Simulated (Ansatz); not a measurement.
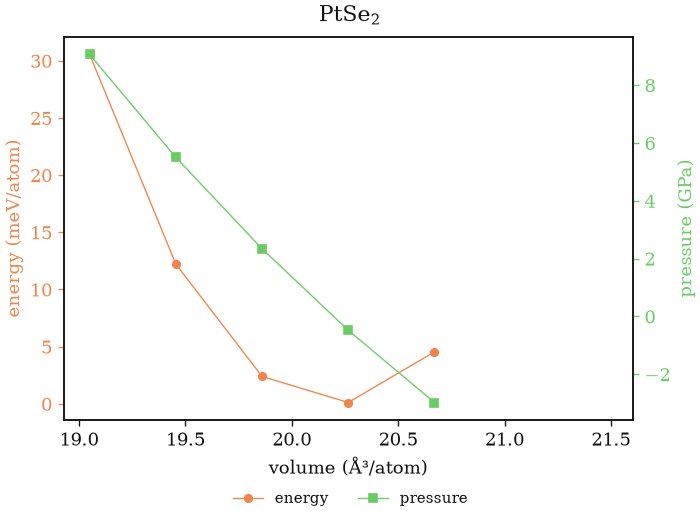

Plotted: energy and pressure against volume for PtSe₂, space group P-3m1 (No. 164).

Cell as given: a = 3.724 Å, b = 3.724 Å, c = 5.062 Å, α = 90.00°, β = 90.00°, γ = 120.00°; 3 atoms.

How it was computed, with Ansatz 0.2.0: plane-wave DFT, no spin polarisation; energies at scaled volumes of the given cell, shape and fractions fixed, counted from the fit's minimum, third-order Birch-Murnaghan fit. Level: LDA.

k mesh 8×8×5; occupations Fermi–Dirac; smearing width 0.05 eV; potentials Ansatz PAW; wave cutoff 420 eV; density cutoff 1680 eV.

The points at volume 21.08 Å³/atom and 21.48 Å³/atom are left out of the plot. What values does the calculation give there?

```csv
volume (Å³/atom),energy (meV/atom),pressure (GPa)
21.08,14.95,-5.20
21.48,30.67,-7.18
```

Keep in mind: spin-orbit coupling left out, heavy elements; shape and atomic fractions are frozen while scaling, which makes layered, chain and framework solids too stiff.
